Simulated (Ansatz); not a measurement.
System: TiAl, space group P4/mmm (No. 123).

Structure:
```yaml
crystal:
  lattice:
    - [2.83730, 0.00000, 0.00000]
    - [0.00000, 2.83730, 0.00000]
    - [0.00000, 0.00000, 4.05910]
  atoms:
    - { symbol: Ti, position: [0.00000, 0.00000, 0.00000] }
    - { symbol: Al, position: [0.50000, 0.50000, 0.50000] }
```

How it was computed, with Ansatz 0.2.0: all-electron LAPW DFT, no spin polarisation; energies at scaled volumes of the given cell, shape and fractions fixed, counted from the fit's minimum, third-order Birch-Murnaghan fit. Level: PBE.

| setting | value |
| --- | --- |
| k mesh | 9×9×7 |
| occupations | Fermi–Dirac |
| smearing width | 0.05 eV |
| potentials | all electron LAPW, scalar relativistic |
| program settings | basis error eV/atom 0.0005 |

What does the calculation give for the energy and pressure against volume? The volume takes the values 15.36, 15.68, 16.01, 16.34, 16.67, 16.99, 17.32 Å³/atom.

A third-order Birch–Murnaghan fit gives V0 = 16.24 Å³/atom, B0 = 114 GPa and B′ = 4.0. The energy is 18.53 meV/atom at volume 15.36 Å³/atom and 22.93 meV/atom at 17.32 Å³/atom; the lowest computed point is at volume 16.34 Å³/atom (0.22 meV/atom), and no other minimum shows. The pressure falls from 7.06 GPa at volume 15.36 Å³/atom to −6.45 GPa at 17.32 Å³/atom, and changes sign near 16.24 Å³/atom.

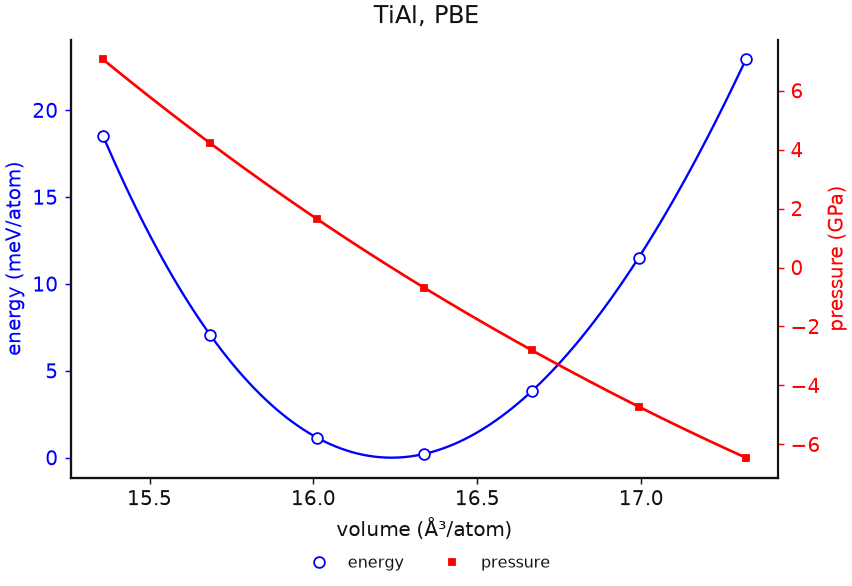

Limits of the calculation: shape and atomic fractions are frozen while scaling, which makes layered, chain and framework solids too stiff.
